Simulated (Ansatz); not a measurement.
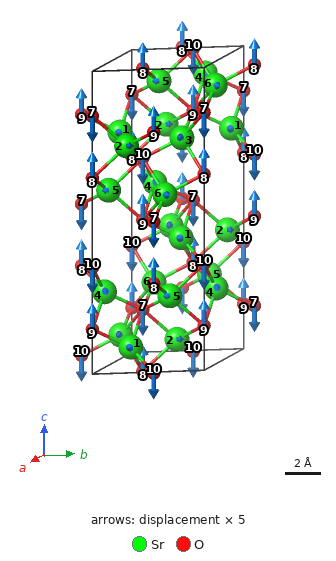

A relaxation of solid Sr3O2 (built on the corundum_167 type) (coarse preliminary run). The starting structure is drawn; blue arrows show the displacements (the part carried along by the change of the cell is left out), magnified 5 times.

Style: ball-and-stick. Shown: the conventional cell (3 times the calculation's cell), slightly off an axis. Lengths and directions refer to the drawn axes.

Case: anti-corundum type (R-3c, No. 167).

Level of theory: Ansatz 0.2.0, DFT PBE, scalar-relativistic, plane waves, PAW.

Input
```yaml
crystal:
  lattice:
    - [3.315433233, 1.9141662695, 6.0345863647]
    - [-3.315433233, 1.9141662695, 6.0345863647]
    - [0.0, -3.8283325392, 6.0345863647]
  atoms:
    - { symbol: Sr, position: [0.05625, 0.44375, 0.75] }
    - { symbol: Sr, position: [0.75, 0.05625, 0.44375] }
    - { symbol: Sr, position: [0.44375, 0.75, 0.05625] }
    - { symbol: Sr, position: [0.94375, 0.55625, 0.25] }
    - { symbol: Sr, position: [0.25, 0.94375, 0.55625] }
    - { symbol: Sr, position: [0.55625, 0.25, 0.94375] }
    - { symbol: O, position: [0.85218, 0.85218, 0.85218] }
    - { symbol: O, position: [0.64782, 0.64782, 0.64782] }
    - { symbol: O, position: [0.14782, 0.14782, 0.14782] }
    - { symbol: O, position: [0.35218, 0.35218, 0.35218] }
basis:
  ecutwfc: 420
kpoints:
  mp_grid: { grid: [3, 3, 3] }
hamiltonian:
  xc: pbe
scf:
  occupations: { method: gaussian, width: 0.1 }
  lower_state_search: "off"
output:
  forces: true
  stress: true
  eigenvalues: true
relax:
  adjacent_minimum: "off"
  f_tol: 0.04
  max_steps: 70
  cell: { stress_tol: 0.4 }
```

Run as
```bash
ansatz run input.yaml --threads 1 --pin off --max-ram 2560MiB --backend cpu --events-out ev --progress --plain --runs-dir out
```

Question: Which element moves most?

Answer: Oxygen: up to 0.32 Å, against 0.09 Å for strontium.

Question: Describe the change and its energy.

Answer: Over 4 accepted moves (5 points after the start) the energy falls by 115 meV per atom. Largest force component: 1 eV/Å at the start, 0.007 eV/Å at the end. The pressure goes from −0.45 to 0.07 GPa. The SCF was repeated once at an unchanged geometry on a basis and grid sized afresh for the cell, which shifted the energy by 0.2 meV per atom at most. The largest moves relative to the cell, 0.32 Å, are those of O7, O8, O9 and O10. O7 goes along −c. Largest moves by element: O 0.32 Å, Sr 0.09 Å. Cell: a = b 6.631 → 6.413 Å (−3.3 %), c 18.104 → 18.925 Å (+4.5 %). Volume −2.2 %. Among the contacts that change: Sr1–O7 2.747 → 2.611 Å, Sr1–O10 2.584 → 2.670 Å, Sr1–Sr2 3.517 → 3.551 Å. Bond angles that change, for instance: Sr1–O9–Sr5 164.2° → 176.5°, Sr1–O9–Sr2 101.2° → 90.1°, O7–Sr4–O8 120.4° → 128.7°. The space group stays R-3c (No. 167).
